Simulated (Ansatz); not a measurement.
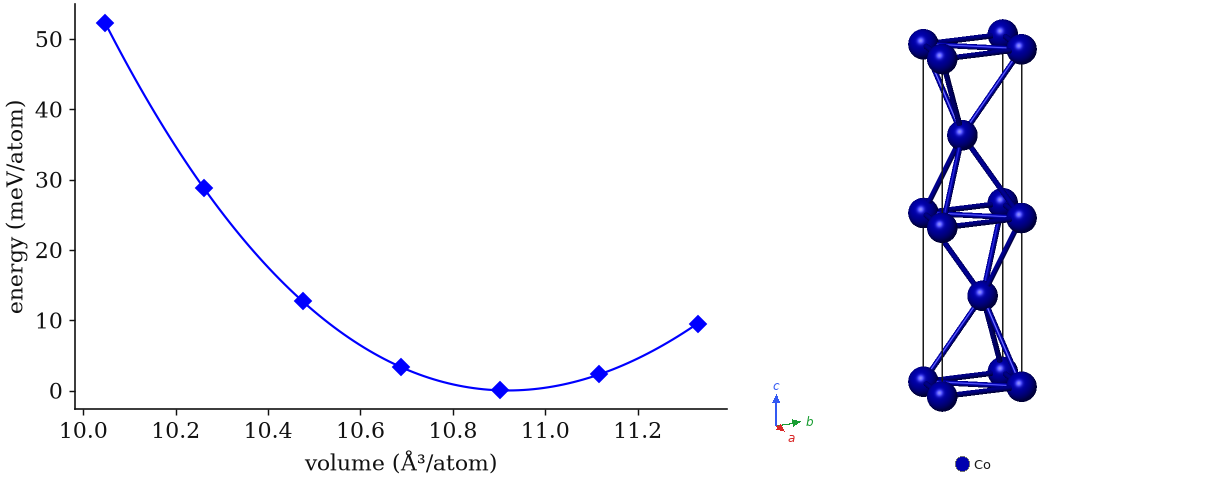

The figure shows the energy against volume for Co, space group P6_3/mmc (No. 194). The conventional cell is drawn beside the plot.

Structure:
```xyz
4
Lattice="2.4706 0.0000 0.0000 -1.2353 2.1396 0.0000 0.0000 0.0000 8.0882" Properties=species:S:1:pos:R:3 pbc="T T T"
Co    1.2353    0.7132    6.0662
Co    0.0000    0.0000    4.0441
Co    0.0000    1.4264    2.0221
Co    0.0000    0.0000    0.0000
```

How it was computed, with Ansatz 0.2.0: plane-wave DFT, collinear spins; energies at scaled volumes of the given cell, shape and fractions fixed, counted from the fit's minimum, third-order Birch-Murnaghan fit. Level: PBE, collinear spin.

k mesh 12×12×4; occupations Fermi–Dirac; smearing width 0.05 eV; potentials Ansatz PAW; wave cutoff 420 eV; density cutoff 1680 eV.

This calculation gives: equilibrium volume 10.92 Å³/atom and bulk modulus 210 GPa.

Now the level changes from PBE to PBE with D4. What happens?

The equilibrium volume falls from 10.92 to 10.62 Å³/atom (−2.7 %) and the bulk modulus rises from 210 to 223 GPa (+6.2 %).

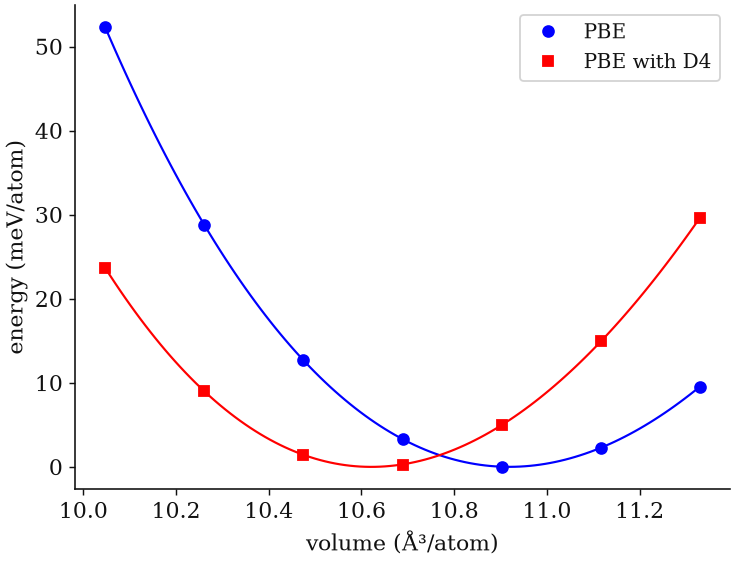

The two results together.

For both, limits of the calculation: shape and atomic fractions are frozen while scaling, which makes layered, chain and framework solids too stiff.

V0 and the bulk modulus come from third-order Birch–Murnaghan fits.
